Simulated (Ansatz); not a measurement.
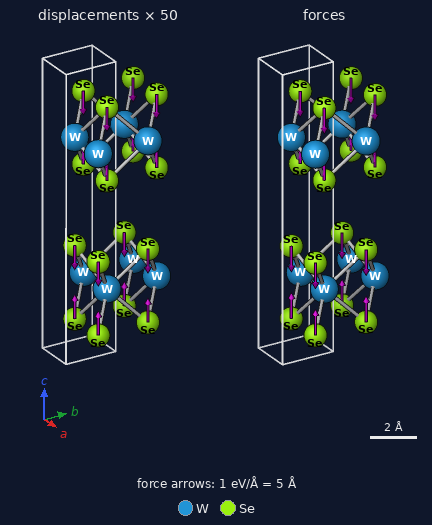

Left: solid WSe2 (built on the database structure type), with purple arrows for the displacements applied to it (without the part that the change of the cell carries along). Right: the displaced structure with the computed forces. Besides, the cell is strained by 0.0 % along c and +2.1 % across it (volume +4.2 %). A ball-and-stick model of the cell of the calculation, repeated 2 × 2 × 1 with one cell outlined, seen slightly off an axis.

All numbers below come from Ansatz 0.2.0, DFT, HSE06, plane waves, PAW. Settings: plane-wave cutoff 420 eV; k-point mesh 6 × 6 × 2; occupations fixed; no spin polarisation.

> Describe the distortion and the response.

The Se atoms are displaced by 0.02 Å relative to the cell. No relaxation follows. Some distances before and after: Se–W 2.530 → 2.545 Å. The space group stays P6_3/mmc (No. 194). The energy rises by 15.9 meV per atom. Pressure: −0.9 GPa before, −4.1 GPa after. The principal stresses (compression positive) are −0.5 GPa along c and −5.9 GPa across it. The largest forces, 0.24 eV/Å, act on 4 Se atoms of the calculation's cell. The forces point along the displacements (cosine 1.00).
